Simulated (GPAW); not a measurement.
```
Zr
1.0
     3.62000    0.00000    0.00000
     0.00000    3.62000    0.00000
     0.00000    0.00000    3.62000
Zr
2
Direct
  0.00000 0.00000 0.00000
  0.50000 0.50000 0.50000
```

Space group Im-3m; computed pressure about −10 GPa in this cell.

Method: Kohn-Sham DFT of a periodic cell, LDA, GPAW PAW data sets (gpaw-data 1.2.1) in GPAW.

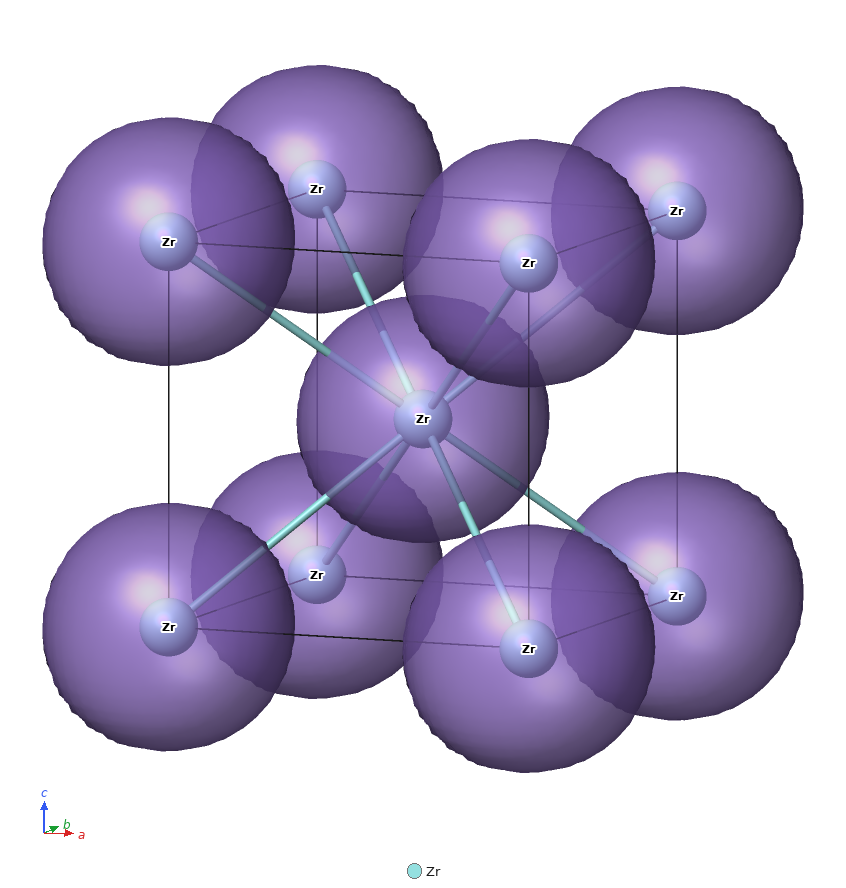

Zr. Isosurface of the valence electron density at 0.3 e/Å³ (purple), seen slightly off an axis. Sticks mark near contacts.

Question: How is the density connected at this value?

Answer: At this value the density breaks into separate islands; it holds about 75 % of the electrons treated as valence. It bridges none of the near contacts. It is pinched off along the sampled Zr–Zr (3.14 Å) contacts. On the grid the lowest density along these lines, outside the cores, is 0.17 e/Å³ (Zr–Zr, 3.14 Å).
